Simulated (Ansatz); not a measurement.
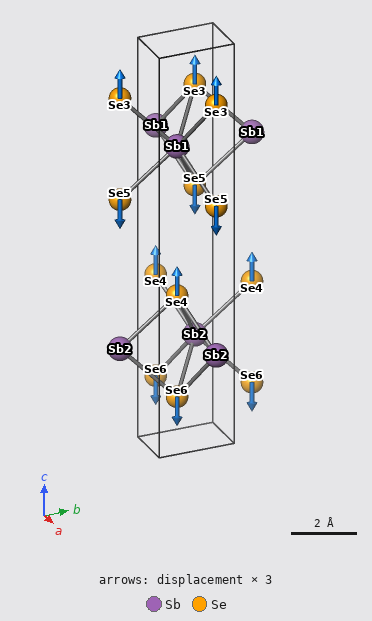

This is a relaxation of solid SbSe₂ (a generated structure, set up in P6_3/mmc) (coarse preliminary run). The starting structure is drawn; blue arrows show the displacements (the part carried along by the change of the cell is left out), magnified 3 times.

Style: ball-and-stick. Shown: the cell of the calculation, slightly off an axis.

Case: W → Sb on all its sites, cell and atoms relaxed.

These are results of DFT PBEsol, scalar-relativistic, plane waves, PAW in Ansatz, not measurements. Set-up: plane-wave cutoff 420 eV; k-point mesh 6 × 6 × 2; occupations gaussian; smearing width 0.1 eV; no spin polarisation; cell and atoms relaxed; force threshold 0.05 eV/Å; at most 60 steps.

Question: Which element moves most?

Answer: Selenium: up to 0.31 Å, against 0.00 Å for antimony.

Question: What happened in the run?

Answer: The largest moves relative to the cell, 0.31 Å, are those of Se3, Se4, Se5 and Se6. Se5 goes along −c. Sb stays in place. The drawn cell changes as follows: a = b 3.144 → 3.867 Å (+23.0 %), c 12.711 → 11.509 Å (−9.5 %); the volume changes by +37.0 %. Among the contacts that change: Se3–Se3 3.144 → 3.867 Å, Se3–Se6 3.624 → 3.143 Å, Sb1–Se3 2.426 → 2.850 Å, Se3–Se5 3.219 → 3.542 Å. Bond angles that change, for instance: Se3–Sb1–Se5 83.1° → 76.8°, Se3–Sb1–Se3 80.8° → 85.4°, Sb1–Se3–Sb1 80.8° → 85.4°. The space group stays P6_3/mmc (No. 194). The energy falls by 1376 meV per atom in 13 accepted moves (18 points after the start). The largest force component goes from 7.4 to 0.04 eV/Å. Pressure: 63.46 GPa at the start and 0.02 GPa at the end. The line search rejected the trial steps at points 9, 10, 12 of the run. At 2 points the geometry stayed and the basis and grid were re-selected for the new cell (energy shift of 20.5 meV per atom at most each time).

Limits of the set-up: layers or molecules are held without a dispersion correction, so their spacing is unreliable.
